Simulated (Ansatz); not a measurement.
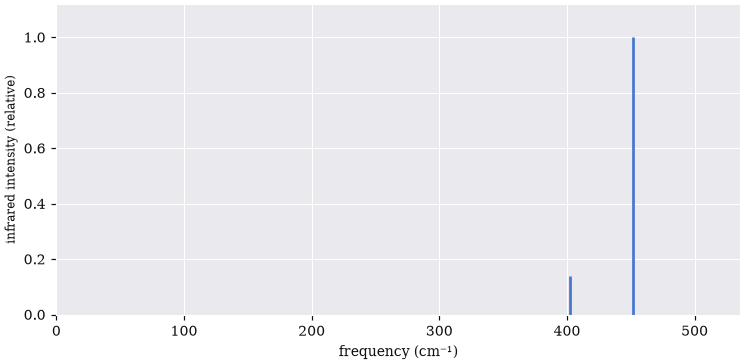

The figure shows the infrared spectrum of the zone-centre phonons for GaO, space group P6_3/mmc (No. 194) (cell built by us, not taken from a database). The spectrum is scaled to its strongest line. These are zero-field (TO) frequencies; inactive modes don't show.

The given structure:
```xyz
8
Lattice="3.1047 0.0000 0.0000 -1.5523 2.6887 0.0000 0.0000 0.0000 13.9146" Properties=species:S:1:pos:R:3 pbc="T T T"
Ga    0.0000    1.7925    2.2260
Ga    1.5523    0.8962    9.1833
Ga    0.0000    1.7925    4.7313
Ga    1.5523    0.8962   11.6887
O     0.0000    1.7925    8.4554
O     1.5523    0.8962    1.4981
O     0.0000    1.7925   12.4165
O     1.5523    0.8962    5.4592
```

Computed with Ansatz 0.2.0: infrared-active and silent optical phonons at the zone centre of an insulator with atoms at rest in the given cell, intensity summed over the level, zero macroscopic field, imaginary frequencies are negative, field response on a mesh refined by the program; PAW. Level: PBE, no spin polarisation.

- wave cutoff: 420 eV
- k mesh: 12×12×2
- occupations: fixed
- pressure: 0 GPa

Which are the strongest infrared lines?

Answer. The strongest infrared line is at 451.5 cm⁻¹, followed by 402.6 (14 % of it).

Limits of the calculation: field response not converged on the k mesh; weakly bound, no dispersion correction.

The computed values:

```tsv
frequency (cm⁻¹)	degeneracy	infrared ((D/Å)²/amu)
19.0	1	0
21.9	2	0
74.8	2	0
77.6	2	0
196.2	1	0
197.5	1	0
402.6	1	11.8
451.3	2	0
451.5	2	84.4
452.0	2	0
452.2	2	0
477.4	1	0
487.2	1	0
490.7	1	0
```
